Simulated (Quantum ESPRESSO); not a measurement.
## SiC: band-structure run (part 1 of 2)

- system: SiC (P6₃mc, 8 atoms in the cell)
- method: Kohn-Sham DFT of a periodic cell, vdW-DF-cx, PseudoDojo 0.4.1 SR PBE standard, no spin polarisation (Quantum ESPRESSO 7.5)

The structure derives from a Materials Project entry.

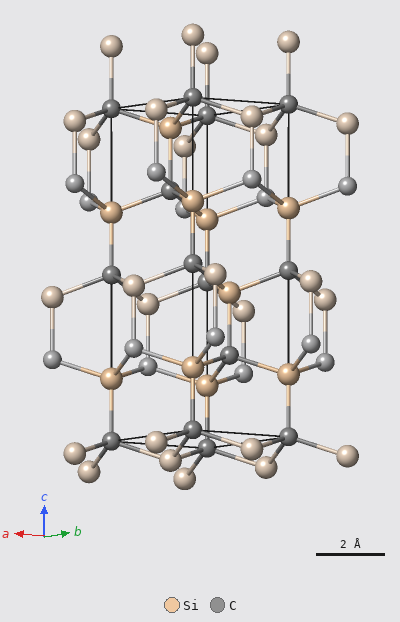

The structure (ball-and-stick view of the cell of the calculation, seen at an oblique angle; neighbours outside the cell are drawn fainter). An atom can appear more than once, as a periodic image. Near neighbours in the periodic cell (some may lie outside the picture): Si has 4 C at 1.88 to 1.89 Å; C has 4 Si at 1.88 to 1.89 Å.

### Summary

| quantity | value |
| --- | --- |
| outcome | converged |
| space group (tolerance 0.01 Å) | P6₃mc (186) |
| electrons treated | 32 |
| free energy | −1118.3955 eV |
| Fermi energy | 10.689 eV |
| gap on the k-point mesh | 2.19 eV |
| gap on the band path | 2.19 eV |
| pressure | 2.55 GPa |
| largest force (length of the vector) | 0.009 eV/Å |
| hardware | 1 thread of INTEL XEON PLATINUM @ 2.30GHz (Emerald Rapids), 24 GiB of memory available, shared host |
| wall time | 5.4 min |
| peak memory | 0.27 GiB |

### Remarks

Further notes kept with the run: potentials made for another functional. Points of doubt noted for this run: potentials made for another functional.

### Input file
```
&CONTROL
  calculation = 'scf'
  prefix = 'pwscf'
  outdir = './tmp'
  pseudo_dir = './pseudo'
  tprnfor = .true.
  tstress = .true.
  disk_io = 'low'
/
&SYSTEM
  ibrav = 0
  A = 3.07569415
  nat = 8
  ntyp = 2
  ecutwfc = 82
  nbnd = 24
  input_dft = 'vdw-df-cx'
  occupations = 'smearing'
  smearing = 'fd'
  degauss = 0.00367493
/
&ELECTRONS
  conv_thr = 1.6d-09
  electron_maxstep = 120
  mixing_beta = 0.5
/
ATOMIC_SPECIES
Si    28.0850 Si.upf
C     12.0110 C.upf
CELL_PARAMETERS alat
   0.9999999999    0.0000000000    0.0000000000
  -0.4999999999    0.8660254037    0.0000000000
   0.0000000000    0.0000000000    3.2742678527
ATOMIC_POSITIONS alat
Si     0.0000000000    0.0000000000    0.6152165281
Si     0.0000000000    0.0000000000    2.2523504545
Si     0.0000000000    0.5773502692    1.4336119197
Si     0.5000000000    0.2886751345    3.0707458460
C      0.0000000000    0.0000000000    0.0015063269
C      0.0000000000    0.0000000000    1.6386402533
C      0.0000000000    0.5773502692    0.8179205900
C      0.5000000000    0.2886751345    2.4550545163
K_POINTS automatic
10 10 3 0 0 0
```

### File bands.in
```
&CONTROL
  calculation = 'bands'
  prefix = 'pwscf'
  outdir = './tmp'
  pseudo_dir = './pseudo'
  disk_io = 'low'
  verbosity = 'high'
/
&SYSTEM
  ibrav = 0
  A = 3.07569415
  nat = 8
  ntyp = 2
  ecutwfc = 82
  nbnd = 24
  input_dft = 'vdw-df-cx'
  occupations = 'smearing'
  smearing = 'fd'
  degauss = 0.00367493
/
&ELECTRONS
  conv_thr = 1d-08
  electron_maxstep = 120
  mixing_beta = 0.5
  diago_full_acc = .true.
/
ATOMIC_SPECIES
Si    28.0850 Si.upf
C     12.0110 C.upf
CELL_PARAMETERS alat
   0.9999999999    0.0000000000    0.0000000000
  -0.4999999999    0.8660254037    0.0000000000
   0.0000000000    0.0000000000    3.2742678527
ATOMIC_POSITIONS alat
Si     0.0000000000    0.0000000000    0.6152165281
Si     0.0000000000    0.0000000000    2.2523504545
Si     0.0000000000    0.5773502692    1.4336119197
Si     0.5000000000    0.2886751345    3.0707458460
C      0.0000000000    0.0000000000    0.0015063269
C      0.0000000000    0.0000000000    1.6386402533
C      0.0000000000    0.5773502692    0.8179205900
C      0.5000000000    0.2886751345    2.4550545163
K_POINTS crystal
60
 0.0000000000  0.0000000000  0.0000000000 1
 0.0555555556  0.0000000000  0.0000000000 1
 0.1111111111  0.0000000000  0.0000000000 1
 0.1666666667  0.0000000000  0.0000000000 1
 0.2222222222  0.0000000000  0.0000000000 1
 0.2777777778  0.0000000000  0.0000000000 1
 0.3333333333  0.0000000000  0.0000000000 1
 0.3888888889  0.0000000000  0.0000000000 1
 0.4444444444  0.0000000000  0.0000000000 1
 0.5000000000  0.0000000000  0.0000000000 1
 0.4666666667  0.0666666667  0.0000000000 1
 0.4333333333  0.1333333333  0.0000000000 1
 0.4000000000  0.2000000000  0.0000000000 1
 0.3666666667  0.2666666667  0.0000000000 1
 0.3333333333  0.3333333333  0.0000000000 1
 0.3000000000  0.3000000000  0.0000000000 1
 0.2666666667  0.2666666667  0.0000000000 1
 0.2333333333  0.2333333333  0.0000000000 1
 0.2000000000  0.2000000000  0.0000000000 1
 0.1666666667  0.1666666667  0.0000000000 1
 0.1333333333  0.1333333333  0.0000000000 1
 0.1000000000  0.1000000000  0.0000000000 1
 0.0666666667  0.0666666667  0.0000000000 1
 0.0333333333  0.0333333333  0.0000000000 1
 0.0000000000  0.0000000000  0.0000000000 1
 0.0000000000  0.0000000000  0.2500000000 1
 0.0000000000  0.0000000000  0.5000000000 1
 0.0555555556  0.0000000000  0.5000000000 1
 0.1111111111  0.0000000000  0.5000000000 1
 0.1666666667  0.0000000000  0.5000000000 1
 0.2222222222  0.0000000000  0.5000000000 1
 0.2777777778  0.0000000000  0.5000000000 1
 0.3333333333  0.0000000000  0.5000000000 1
 0.3888888889  0.0000000000  0.5000000000 1
 0.4444444444  0.0000000000  0.5000000000 1
 0.5000000000  0.0000000000  0.5000000000 1
 0.4666666667  0.0666666667  0.5000000000 1
 0.4333333333  0.1333333333  0.5000000000 1
 0.4000000000  0.2000000000  0.5000000000 1
 0.3666666667  0.2666666667  0.5000000000 1
 0.3333333333  0.3333333333  0.5000000000 1
 0.3076923077  0.3076923077  0.5000000000 1
 0.2820512821  0.2820512821  0.5000000000 1
 0.2564102564  0.2564102564  0.5000000000 1
 0.2307692308  0.2307692308  0.5000000000 1
 0.2051282051  0.2051282051  0.5000000000 1
 0.1794871795  0.1794871795  0.5000000000 1
 0.1538461538  0.1538461538  0.5000000000 1
 0.1282051282  0.1282051282  0.5000000000 1
 0.1025641026  0.1025641026  0.5000000000 1
 0.0769230769  0.0769230769  0.5000000000 1
 0.0512820513  0.0512820513  0.5000000000 1
 0.0256410256  0.0256410256  0.5000000000 1
 0.0000000000  0.0000000000  0.5000000000 1
 0.5000000000  0.0000000000  0.5000000000 1
 0.5000000000  0.0000000000  0.2500000000 1
 0.5000000000  0.0000000000  0.0000000000 1
 0.3333333333  0.3333333333  0.0000000000 1
 0.3333333333  0.3333333333  0.2500000000 1
 0.3333333333  0.3333333333  0.5000000000 1
```

Launched with:
```bash
OMP_NUM_THREADS=1 pw.x -in pw.in > pw.out
OMP_NUM_THREADS=1 pw.x -in bands.in > bands.out
```

### Log
```
This program is part of the open-source Quantum ESPRESSO suite
     for quantum simulation of materials; please cite
         "P. Giannozzi et al., J. Phys.:Condens. Matter 21 395502 (2009);
         "P. Giannozzi et al., J. Phys.:Condens. Matter 29 465901 (2017);
         "P. Giannozzi et al., J. Chem. Phys. 152 154105 (2020);
          URL
     in publications or presentations arising from this work. More details at

     IMPORTANT: XC functional enforced from input :
     Exchange-correlation= VDW-DF-CX
                           (   1   4  27   0   1   0   0)
     Any further DFT definition will be discarded
     Please, verify this is what you really want

     Message from routine setup:
     using ibrav=0 with symmetry is DISCOURAGED, use correct ibrav instead

     G-vector sticks info
     --------------------
     sticks:   dense  smooth     PW     G-vecs:    dense   smooth      PW
     Sum         757     757    211                55837    55837    8561

     Using Slab Decomposition

     bravais-lattice index     =            0
     lattice parameter (alat)  =       5.8122  a.u.
     unit-cell volume          =     556.7637 (a.u.)^3
     number of atoms/cell      =            8
     number of atomic types    =            2
     number of electrons       =        32.00
     number of Kohn-Sham states=           24
     kinetic-energy cutoff     =      82.0000  Ry
     charge density cutoff     =     328.0000  Ry
     scf convergence threshold =      1.6E-09
     mixing beta               =       0.5000
     number of iterations used =            8  plain     mixing
     Exchange-correlation= VDW-DF-CX
                           (   1   4  27   0   1   0   0)

     celldm(1)=   5.812220  celldm(2)=   0.000000  celldm(3)=   0.000000
     celldm(4)=   0.000000  celldm(5)=   0.000000  celldm(6)=   0.000000

     crystal axes: (cart. coord. in units of alat)
               a(1) = (   1.000000   0.000000   0.000000 )
               a(2) = (  -0.500000   0.866025   0.000000 )
               a(3) = (   0.000000   0.000000   3.274268 )

     reciprocal axes: (cart. coord. in units 2 pi/alat)
               b(1) = (  1.000000  0.577350 -0.000000 )
               b(2) = (  0.000000  1.154701  0.000000 )
               b(3) = (  0.000000 -0.000000  0.305412 )

     PseudoPot. # 1 for Si read from file:
     Si.upf
     Pseudo is Norm-conserving + core correction, Zval =  4.0
     Generated using ONCVPSP code by D. R. Hamann
     Using radial grid of 1510 points,  6 beta functions with:
                l(1) =   0
                l(2) =   0
                l(3) =   1
                l(4) =   1
                l(5) =   2
                l(6) =   2

     PseudoPot. # 2 for C  read from file:
     C.upf
     Pseudo is Norm-conserving + core correction, Zval =  4.0
     Generated using ONCVPSP code by D. R. Hamann
     Using radial grid of 1248 points,  4 beta functions with:
                l(1) =   0
                l(2) =   0
                l(3) =   1
                l(4) =   1

     atomic species   valence    mass     pseudopotential
     Si                4.00    28.08500     Si( 1.00)
     C                 4.00    12.01100     C ( 1.00)

     12 Sym. Ops. (no inversion) found ( 6 have fractional translation)

   Cartesian axes

     site n.     atom                  positions (alat units)
         1        Si     tau(   1) = (   0.0000000   0.0000000   0.6152165  )
         2        Si     tau(   2) = (   0.0000000   0.0000000   2.2523505  )
         3        Si     tau(   3) = (   0.0000000   0.5773503   1.4336119  )
         4        Si     tau(   4) = (   0.5000000   0.2886751   3.0707458  )
         5        C      tau(   5) = (   0.0000000   0.0000000   0.0015063  )
         6        C      tau(   6) = (   0.0000000   0.0000000   1.6386403  )
         7        C      tau(   7) = (   0.0000000   0.5773503   0.8179206  )
         8        C      tau(   8) = (   0.5000000   0.2886751   2.4550545  )

     number of k points=    28  Fermi-Dirac smearing, width (Ry)=  0.0037
                       cart. coord. in units 2pi/alat
        k(    1) = (   0.0000000   0.0000000   0.0000000), wk =   0.0066667
        k(    2) = (   0.0000000   0.0000000   0.1018039), wk =   0.0133333
        k(    3) = (   0.0000000   0.1154701   0.0000000), wk =   0.0400000
        k(    4) = (   0.0000000   0.1154701   0.1018039), wk =   0.0800000
        k(    5) = (   0.0000000   0.2309401   0.0000000), wk =   0.0400000
        k(    6) = (   0.0000000   0.2309401   0.1018039), wk =   0.0800000
        k(    7) = (   0.0000000   0.3464102   0.0000000), wk =   0.0400000
        k(    8) = (   0.0000000   0.3464102   0.1018039), wk =   0.0800000
        k(    9) = (   0.0000000   0.4618802   0.0000000), wk =   0.0400000
        k(   10) = (   0.0000000   0.4618802   0.1018039), wk =   0.0800000
        k(   11) = (   0.0000000  -0.5773503   0.0000000), wk =   0.0200000
        k(   12) = (   0.0000000  -0.5773503   0.1018039), wk =   0.0400000
        k(   13) = (   0.1000000   0.1732051   0.0000000), wk =   0.0400000
        k(   14) = (   0.1000000   0.1732051   0.1018039), wk =   0.0800000
        k(   15) = (   0.1000000   0.2886751   0.0000000), wk =   0.0800000
        k(   16) = (   0.1000000   0.2886751   0.1018039), wk =   0.1600000
        k(   17) = (   0.1000000   0.4041452   0.0000000), wk =   0.0800000
        k(   18) = (   0.1000000   0.4041452   0.1018039), wk =   0.1600000
        k(   19) = (   0.1000000   0.5196152   0.0000000), wk =   0.0800000
        k(   20) = (   0.1000000   0.5196152   0.1018039), wk =   0.1600000
        k(   21) = (   0.2000000   0.3464102   0.0000000), wk =   0.0400000
        k(   22) = (   0.2000000   0.3464102   0.1018039), wk =   0.0800000
        k(   23) = (   0.2000000   0.4618802   0.0000000), wk =   0.0800000
        k(   24) = (   0.2000000   0.4618802   0.1018039), wk =   0.1600000
        k(   25) = (   0.2000000   0.5773503   0.0000000), wk =   0.0400000
        k(   26) = (   0.2000000   0.5773503   0.1018039), wk =   0.0800000
        k(   27) = (   0.3000000   0.5196152   0.0000000), wk =   0.0400000
        k(   28) = (   0.3000000   0.5196152   0.1018039), wk =   0.0800000

     Dense  grid:    55837 G-vectors     FFT dimensions: (  36,  36, 120)

     Initial potential from superposition of free atoms

     starting charge      31.9974, renormalised to      32.0000

     %%%%%%%%%%%%%%%%%%%%%%%%%%%%%%%%%%%%%%%%%%%%%%%%%%%%%%%%%%%%%%%%%%%%%%%%
     %                                                                      %
     % You are using vdW-DF, which was implemented by the Thonhauser group. %
     % Please cite the following two papers that made this development      %
     % possible and the two reviews that describe the various versions:     %
     %                                                                      %
     %   T. Thonhauser et al., PRL 115, 136402 (2015).                      %
     %   T. Thonhauser et al., PRB 76, 125112 (2007).                       %
     %   K. Berland et al., Rep. Prog. Phys. 78, 066501 (2015).             %
     %   D.C. Langreth et al., J. Phys.: Condens. Matter 21, 084203 (2009). %
     %                                                                      %
     % If you are calculating stress with vdW-DF, please also cite:         %
     %                                                                      %
     %   R. Sabatini et al., J. Phys.: Condens. Matter 24, 424209 (2012).   %
     %                                                                      %
     %%%%%%%%%%%%%%%%%%%%%%%%%%%%%%%%%%%%%%%%%%%%%%%%%%%%%%%%%%%%%%%%%%%%%%%%

     %%%%%%%%%%%%%%%%%%%%%%%%%%%%%%%%%%%%%%%%%%%%%%%%%%%%%%%%%%%%%%%%%%%%%%%%
     %                                                                      %
     %  vdW-DF NEWS:                                                        %
     %                                                                      %
     %  * vdW-DF3 is now available. DOI: 10.1021/acs.jctc.0c00471           %
     %    use with input_dft = 'vdW-DF3-opt1' or 'vdW-DF3-opt2'             %
     %                                                                      %
     %  * Unscreened and range-separated hybrid vdW-DF-cx functionals       %
     %    DOI: 10.1063/1.4986522 and 10.1088/1361-648X/ac2ad2               %
     %    use with input_dft = 'vdW-DF-cx0'    and 'vdW-DF-ahcx'            %
     %  * Unscreened and range-separated hybrid vdW-DF2-b86r functionals    %
     %    DOI: 10.1063/1.4986522 and DOI: 10.1103/PhysRevX.12.041003        %
     %    use with input_dft = 'vdW-DF2-br0' and 'vdW-DF2-ahbr'             %
     %                                                                      %
     %%%%%%%%%%%%%%%%%%%%%%%%%%%%%%%%%%%%%%%%%%%%%%%%%%%%%%%%%%%%%%%%%%%%%%%%

     Starting wfcs are   32 randomized atomic wfcs

     Self-consistent Calculation
```
